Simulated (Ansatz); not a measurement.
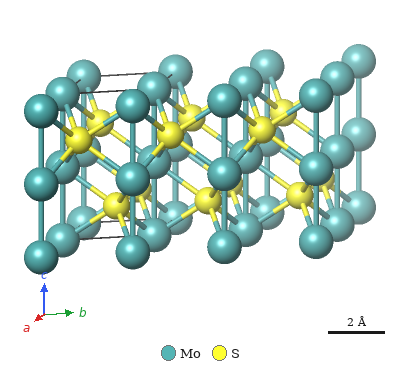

This is the input geometry for a relaxation of crystalline MoS (built on the nickel arsenide type) (coarse preliminary run). The picture is a ball-and-stick view of the cell of the calculation, repeated 2 × 3 × 1 with one cell outlined, seen slightly off an axis.

Level of theory: DFT PBEsol, scalar-relativistic, plane waves, PAW (Ansatz 0.2.0).

The input:
```yaml
crystal:
  lattice:
    - [3.4399428711, 0.0, 0.0]
    - [-1.7199714355, 2.9790779139, 0.0]
    - [0.0, 0.0, 5.3319114501]
  atoms:
    - { symbol: Mo, position: [0.0, 0.0, 0.0], spin: 0.09 }
    - { symbol: Mo, position: [0.0, 0.0, 0.5], spin: 0.09 }
    - { symbol: S, position: [0.3333333333, 0.6666666667, 0.25], spin: 0.01 }
    - { symbol: S, position: [0.6666666667, 0.3333333333, 0.75], spin: 0.01 }
basis:
  ecutwfc: 420
kpoints:
  mp_grid: { grid: [6, 6, 4] }
hamiltonian:
  xc: pbesol
scf:
  occupations: { method: gaussian, width: 0.1 }
output:
  forces: true
  stress: true
  eigenvalues: true
  populations: true
magnetization:
  spin_polarized: true
relax:
  adjacent_minimum: "off"
  f_tol: 0.05
  max_steps: 80
  cell: { stress_tol: 0.5 }
```

Command:
```bash
ansatz run input.yaml --threads 1 --pin off --max-ram 2560MiB --backend cpu --events-out ev --progress --plain --runs-dir out
```

### What does the optimiser find from here?

No atom moves by more than 0.005 Å relative to the cell. The volume changes by +3.6 %, with a = b 3.440 → 3.227 Å (−6.2 %), c 5.332 → 6.279 Å (+17.8 %). Near-neighbour distances that change, for instance: Mo1–Mo2 2.666 → 3.140 Å, Mo1–S3 2.392 → 2.436 Å. Among the angles between lasting bonds that change: Mo1–S3–Mo2 67.7° → 80.2°, S3–Mo1–S4 88.0° → 97.1°, S3–Mo1–S3 92.0° → 82.9°. The space group stays P6_3/mmc (No. 194). After 6 accepted moves (8 points after the start) the energy has fallen by 294 meV per atom. All forces vanish by symmetry, so only the cell relaxes. Pressure: 21.98 GPa at the start and 0.09 GPa at the end. At 2 points the geometry stayed and the basis and grid were re-selected for the new cell (energy shift of 2.3 meV per atom at most each time). The program noted that the starting moments weren't kept.

Final geometry:

```
Mo S
1.0
     3.22679    0.00000    0.00000
    -1.61340    2.79448    0.00000
     0.00000    0.00000    6.27906
Mo S
2 2
Cartesian
  3.2268 0.0000 0.0000
  3.2268 0.0000 3.1395
  0.0000 1.8630 1.5698
  1.6134 0.9315 4.7093
```

After the run, drawn alike:

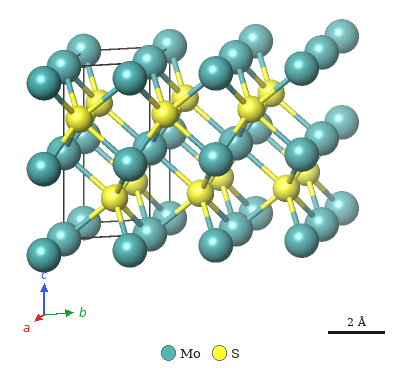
